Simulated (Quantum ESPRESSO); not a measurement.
**Band-structure run of HfN (part 1 of 2)**

System: HfN (2 atoms in the cell).
Method: Kohn-Sham DFT of a periodic cell, LDA, PseudoDojo 0.4.1 SR LDA standard (Quantum ESPRESSO 7.5).

The structure derives from an entry of the Crystallography Open Database.

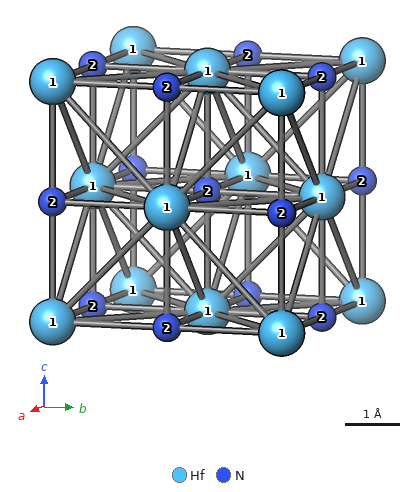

Figure 1. The structure as given in the input (ball-and-stick view of the cell 4 times as large as that of the calculation, set on its symmetry axes, seen slightly off an axis; atoms are numbered from 1 in the order of the input). Near neighbours in the crystal (not all of them lie inside the picture): Hf has 12 Hf at 3.19 Å and 6 N at 2.26 Å; N has 6 Hf at 2.26 Å.

Input
```
&CONTROL
  calculation = 'scf'
  prefix = 'pwscf'
  outdir = './tmp'
  pseudo_dir = './pseudo'
  tprnfor = .true.
  tstress = .true.
  disk_io = 'low'
/
&SYSTEM
  ibrav = 0
  nat = 2
  ntyp = 2
  ecutwfc = 84
  nbnd = 15
  occupations = 'tetrahedra_opt'
/
&ELECTRONS
  conv_thr = 4d-10
  electron_maxstep = 120
  mixing_beta = 0.5
/
ATOMIC_SPECIES
Hf   178.4900 Hf.upf
N     14.0070 N.upf
CELL_PARAMETERS angstrom
   0.0000000000    2.2560000000    2.2560000000
   2.2560000000    0.0000000000    2.2560000000
   2.2560000000    2.2560000000    0.0000000000
ATOMIC_POSITIONS crystal
Hf     0.0000000000    0.0000000000    0.0000000000
N      0.5000000000    0.5000000000    0.5000000000
K_POINTS automatic
10 10 10 0 0 0
```

File bands.in
```
&CONTROL
  calculation = 'bands'
  prefix = 'pwscf'
  outdir = './tmp'
  pseudo_dir = './pseudo'
  disk_io = 'low'
  verbosity = 'high'
/
&SYSTEM
  ibrav = 0
  nat = 2
  ntyp = 2
  ecutwfc = 84
  nbnd = 15
  occupations = 'tetrahedra_opt'
/
&ELECTRONS
  conv_thr = 1d-08
  electron_maxstep = 120
  mixing_beta = 0.5
  diago_full_acc = .true.
/
ATOMIC_SPECIES
Hf   178.4900 Hf.upf
N     14.0070 N.upf
CELL_PARAMETERS angstrom
   0.0000000000    2.2560000000    2.2560000000
   2.2560000000    0.0000000000    2.2560000000
   2.2560000000    2.2560000000    0.0000000000
ATOMIC_POSITIONS crystal
Hf     0.0000000000    0.0000000000    0.0000000000
N      0.5000000000    0.5000000000    0.5000000000
K_POINTS crystal
60
 0.0000000000  0.0000000000  0.0000000000 1
 0.0625000000  0.0000000000  0.0625000000 1
 0.1250000000  0.0000000000  0.1250000000 1
 0.1875000000  0.0000000000  0.1875000000 1
 0.2500000000  0.0000000000  0.2500000000 1
 0.3125000000  0.0000000000  0.3125000000 1
 0.3750000000  0.0000000000  0.3750000000 1
 0.4375000000  0.0000000000  0.4375000000 1
 0.5000000000  0.0000000000  0.5000000000 1
 0.5000000000  0.0625000000  0.5625000000 1
 0.5000000000  0.1250000000  0.6250000000 1
 0.5000000000  0.1875000000  0.6875000000 1
 0.5000000000  0.2500000000  0.7500000000 1
 0.4375000000  0.3125000000  0.7500000000 1
 0.3750000000  0.3750000000  0.7500000000 1
 0.3375000000  0.3375000000  0.6750000000 1
 0.3000000000  0.3000000000  0.6000000000 1
 0.2625000000  0.2625000000  0.5250000000 1
 0.2250000000  0.2250000000  0.4500000000 1
 0.1875000000  0.1875000000  0.3750000000 1
 0.1500000000  0.1500000000  0.3000000000 1
 0.1125000000  0.1125000000  0.2250000000 1
 0.0750000000  0.0750000000  0.1500000000 1
 0.0375000000  0.0375000000  0.0750000000 1
 0.0000000000  0.0000000000  0.0000000000 1
 0.0625000000  0.0625000000  0.0625000000 1
 0.1250000000  0.1250000000  0.1250000000 1
 0.1875000000  0.1875000000  0.1875000000 1
 0.2500000000  0.2500000000  0.2500000000 1
 0.3125000000  0.3125000000  0.3125000000 1
 0.3750000000  0.3750000000  0.3750000000 1
 0.4375000000  0.4375000000  0.4375000000 1
 0.5000000000  0.5000000000  0.5000000000 1
 0.5250000000  0.4500000000  0.5250000000 1
 0.5500000000  0.4000000000  0.5500000000 1
 0.5750000000  0.3500000000  0.5750000000 1
 0.6000000000  0.3000000000  0.6000000000 1
 0.6250000000  0.2500000000  0.6250000000 1
 0.5833333333  0.2500000000  0.6666666667 1
 0.5416666667  0.2500000000  0.7083333333 1
 0.5000000000  0.2500000000  0.7500000000 1
 0.5000000000  0.2857142857  0.7142857143 1
 0.5000000000  0.3214285714  0.6785714286 1
 0.5000000000  0.3571428571  0.6428571429 1
 0.5000000000  0.3928571429  0.6071428571 1
 0.5000000000  0.4285714286  0.5714285714 1
 0.5000000000  0.4642857143  0.5357142857 1
 0.5000000000  0.5000000000  0.5000000000 1
 0.4821428571  0.4821428571  0.5357142857 1
 0.4642857143  0.4642857143  0.5714285714 1
 0.4464285714  0.4464285714  0.6071428571 1
 0.4285714286  0.4285714286  0.6428571429 1
 0.4107142857  0.4107142857  0.6785714286 1
 0.3928571429  0.3928571429  0.7142857143 1
 0.3750000000  0.3750000000  0.7500000000 1
 0.6250000000  0.2500000000  0.6250000000 1
 0.5937500000  0.1875000000  0.5937500000 1
 0.5625000000  0.1250000000  0.5625000000 1
 0.5312500000  0.0625000000  0.5312500000 1
 0.5000000000  0.0000000000  0.5000000000 1
```

Launch command:
```bash
OMP_NUM_THREADS=1 pw.x -in pw.in > pw.out
OMP_NUM_THREADS=1 pw.x -in bands.in > bands.out
```

Log
```
This program is part of the open-source Quantum ESPRESSO suite
     for quantum simulation of materials; please cite
         "P. Giannozzi et al., J. Phys.:Condens. Matter 21 395502 (2009);
         "P. Giannozzi et al., J. Phys.:Condens. Matter 29 465901 (2017);
         "P. Giannozzi et al., J. Chem. Phys. 152 154105 (2020);
          URL
     in publications or presentations arising from this work. More details at

     Message from routine iosys:
     BEWARE:  force calculation with tetrahedra (not recommanded)
     Message from routine iosys:
     BEWARE: stress calculation with tetrahedra (not recommanded)
     Message from routine setup:
     using ibrav=0 with symmetry is DISCOURAGED, use correct ibrav instead
     [opt_tetra]  Optimized tetrahedron method is used.

     G-vector sticks info
     --------------------
     sticks:   dense  smooth     PW     G-vecs:    dense   smooth      PW
     Sum         847     847    253                16145    16145    2733

     Using Slab Decomposition

     bravais-lattice index     =            0
     lattice parameter (alat)  =       6.0291  a.u.
     unit-cell volume          =     154.9687 (a.u.)^3
     number of atoms/cell      =            2
     number of atomic types    =            2
     number of electrons       =        17.00
     number of Kohn-Sham states=           15
     kinetic-energy cutoff     =      84.0000  Ry
     charge density cutoff     =     336.0000  Ry
     scf convergence threshold =      4.0E-10
     mixing beta               =       0.5000
     number of iterations used =            8  plain     mixing
     Exchange-correlation= SLA  PW   NOGX NOGC
                           (   1   4   0   0   0   0   0)

     celldm(1)=   6.029107  celldm(2)=   0.000000  celldm(3)=   0.000000
     celldm(4)=   0.000000  celldm(5)=   0.000000  celldm(6)=   0.000000

     crystal axes: (cart. coord. in units of alat)
               a(1) = (   0.000000   0.707107   0.707107 )
               a(2) = (   0.707107   0.000000   0.707107 )
               a(3) = (   0.707107   0.707107   0.000000 )

     reciprocal axes: (cart. coord. in units 2 pi/alat)
               b(1) = ( -0.707107  0.707107  0.707107 )
               b(2) = (  0.707107 -0.707107  0.707107 )
               b(3) = (  0.707107  0.707107 -0.707107 )

     PseudoPot. # 1 for Hf read from file:
     Hf.upf
     Pseudo is Norm-conserving + core correction, Zval = 12.0
     Generated using ONCVPSP code by D. R. Hamann
     Using radial grid of 1618 points,  8 beta functions with:
                l(1) =   0
                l(2) =   0
                l(3) =   1
                l(4) =   1
                l(5) =   2
                l(6) =   2
                l(7) =   3
                l(8) =   3

     PseudoPot. # 2 for N  read from file:
     N.upf
     Pseudo is Norm-conserving + core correction, Zval =  5.0
     Generated using ONCVPSP code by D. R. Hamann
     Using radial grid of 1058 points,  4 beta functions with:
                l(1) =   0
                l(2) =   0
                l(3) =   1
                l(4) =   1

     atomic species   valence    mass     pseudopotential
     Hf               12.00   178.49000     Hf( 1.00)
     N                 5.00    14.00700     N ( 1.00)

     48 Sym. Ops., with inversion, found

   Cartesian axes

     site n.     atom                  positions (alat units)
         1        Hf     tau(   1) = (   0.0000000   0.0000000   0.0000000  )
         2        N      tau(   2) = (   0.7071068   0.7071068   0.7071068  )

     number of k points=    47 (tetrahedron method)
                       cart. coord. in units 2pi/alat
        k(    1) = (   0.0000000   0.0000000   0.0000000), wk =   0.0020000
        k(    2) = (   0.0707107   0.0707107  -0.0707107), wk =   0.0160000
        k(    3) = (   0.1414214   0.1414214  -0.1414214), wk =   0.0160000
        k(    4) = (   0.2121320   0.2121320  -0.2121320), wk =   0.0160000
        k(    5) = (   0.2828427   0.2828427  -0.2828427), wk =   0.0160000
        k(    6) = (  -0.3535534  -0.3535534   0.3535534), wk =   0.0080000
        k(    7) = (   0.1414214   0.0000000  -0.0000000), wk =   0.0120000
        k(    8) = (   0.2121320   0.0707107  -0.0707107), wk =   0.0480000
        k(    9) = (   0.2828427   0.1414214  -0.1414214), wk =   0.0480000
        k(   10) = (   0.3535534   0.2121320  -0.2121320), wk =   0.0480000
        k(   11) = (  -0.2828427  -0.4242641   0.4242641), wk =   0.0480000
        k(   12) = (  -0.2121320  -0.3535534   0.3535534), wk =   0.0480000
        k(   13) = (  -0.1414214  -0.2828427   0.2828427), wk =   0.0480000
        k(   14) = (  -0.0707107  -0.2121320   0.2121320), wk =   0.0480000
        k(   15) = (   0.0000000  -0.1414214   0.1414214), wk =   0.0240000
        k(   16) = (   0.2828427   0.0000000  -0.0000000), wk =   0.0120000
        k(   17) = (   0.3535534   0.0707107  -0.0707107), wk =   0.0480000
        k(   18) = (   0.4242641   0.1414214  -0.1414214), wk =   0.0480000
        k(   19) = (  -0.2121320  -0.4949747   0.4949747), wk =   0.0480000
        k(   20) = (  -0.1414214  -0.4242641   0.4242641), wk =   0.0480000
        k(   21) = (  -0.0707107  -0.3535534   0.3535534), wk =   0.0480000
        k(   22) = (   0.0000000  -0.2828427   0.2828427), wk =   0.0240000
        k(   23) = (   0.4242641  -0.0000000   0.0000000), wk =   0.0120000
        k(   24) = (   0.4949747   0.0707107  -0.0707107), wk =   0.0480000
        k(   25) = (  -0.1414214  -0.5656854   0.5656854), wk =   0.0480000
        k(   26) = (  -0.0707107  -0.4949747   0.4949747), wk =   0.0480000
        k(   27) = (  -0.0000000  -0.4242641   0.4242641), wk =   0.0240000
        k(   28) = (   0.5656854   0.0000000  -0.0000000), wk =   0.0120000
        k(   29) = (  -0.0707107  -0.6363961   0.6363961), wk =   0.0480000
        k(   30) = (   0.0000000  -0.5656854   0.5656854), wk =   0.0240000
        k(   31) = (  -0.7071068  -0.0000000   0.0000000), wk =   0.0060000
        k(   32) = (   0.2828427   0.1414214   0.0000000), wk =   0.0480000
        k(   33) = (   0.3535534   0.2121320  -0.0707107), wk =   0.0960000
        k(   34) = (  -0.2828427  -0.4242641   0.5656854), wk =   0.0960000
        k(   35) = (  -0.2121320  -0.3535534   0.4949747), wk =   0.0480000
        k(   36) = (   0.4242641   0.1414214  -0.0000000), wk =   0.0480000
        k(   37) = (  -0.2121320  -0.4949747   0.6363961), wk =   0.0960000
        k(   38) = (  -0.1414214  -0.4242641   0.5656854), wk =   0.0960000
        k(   39) = (  -0.0707107  -0.3535534   0.4949747), wk =   0.0960000
        k(   40) = (   0.0000000  -0.2828427   0.4242641), wk =   0.0480000
        k(   41) = (  -0.1414214  -0.5656854   0.7071068), wk =   0.0480000
        k(   42) = (  -0.0707107  -0.4949747   0.6363961), wk =   0.0960000
        k(   43) = (  -0.0000000  -0.4242641   0.5656854), wk =   0.0480000
        k(   44) = (  -0.7071068   0.1414214  -0.0000000), wk =   0.0240000
        k(   45) = (  -0.1414214  -0.4242641   0.7071068), wk =   0.0480000
        k(   46) = (  -0.0707107  -0.3535534   0.6363961), wk =   0.0480000
        k(   47) = (  -0.7071068   0.2828427  -0.0000000), wk =   0.0240000

     Dense  grid:    16145 G-vectors     FFT dimensions: (  36,  36,  36)

     Initial potential from superposition of free atoms

     starting charge      16.9985, renormalised to      17.0000
     Starting wfcs are   14 randomized atomic wfcs +    1 random wfcs

     Self-consistent Calculation

     iteration #  1     ecut=    84.00 Ry     beta= 0.50
     Davidson diagonalization with overlap
     ethr =  1.00E-02,  avg # of iterations =  4.4

     total energy              =    -133.71593752 Ry
     estimated scf accuracy    <       0.53163737 Ry

     iteration #  2     ecut=    84.00 Ry     beta= 0.50
     Davidson diagonalization with overlap
     ethr =  3.13E-03,  avg # of iterations =  2.0

     total energy              =    -133.87253592 Ry
     estimated scf accuracy    <       0.27234905 Ry

     iteration #  3     ecut=    84.00 Ry     beta= 0.50
     Davidson diagonalization with overlap
     ethr =  1.60E-03,  avg # of iterations =  1.4

     total energy              =    -133.92138496 Ry
     estimated scf accuracy    <       0.00339478 Ry

     iteration #  4     ecut=    84.00 Ry     beta= 0.50
     Davidson diagonalization with overlap
     ethr =  2.00E-05,  avg # of iterations =  3.3

     total energy              =    -133.92175984 Ry
     estimated scf accuracy    <       0.00315043 Ry

     iteration #  5     ecut=    84.00 Ry     beta= 0.50
     Davidson diagonalization with overlap
     ethr =  1.85E-05,  avg # of iterations =  1.0

     total energy              =    -133.92180147 Ry
     estimated scf accuracy    <       0.00023148 Ry

     iteration #  6     ecut=    84.00 Ry     beta= 0.50
     Davidson diagonalization with overlap
     ethr =  1.36E-06,  avg # of iterations =  2.3

     total energy              =    -133.92179936 Ry
     estimated scf accuracy    <       0.00004706 Ry

     iteration #  7     ecut=    84.00 Ry     beta= 0.50
     Davidson diagonalization with overlap
     ethr =  2.77E-07,  avg # of iterations =  1.7

     total energy              =    -133.92179657 Ry
     estimated scf accuracy    <       0.00001135 Ry

     iteration #  8     ecut=    84.00 Ry     beta= 0.50
     Davidson diagonalization with overlap
     ethr =  6.68E-08,  avg # of iterations =  2.0

     total energy              =    -133.92179749 Ry
     estimated scf accuracy    <       0.00000036 Ry

     iteration #  9     ecut=    84.00 Ry     beta= 0.50
     Davidson diagonalization with overlap
     ethr =  2.13E-09,  avg # of iterations =  2.4

     total energy              =    -133.92179760 Ry
     estimated scf accuracy    <       0.00000003 Ry

     iteration # 10     ecut=    84.00 Ry     beta= 0.50
     Davidson diagonalization with overlap
     ethr =  1.61E-10,  avg # of iterations =  2.0

     total energy              =    -133.92179760 Ry
     estimated scf accuracy    <          1.2E-09 Ry

     iteration # 11     ecut=    84.00 Ry     beta= 0.50
     Davidson diagonalization with overlap
     ethr =  7.00E-12,  avg # of iterations =  2.0

     End of self-consistent calculation
```
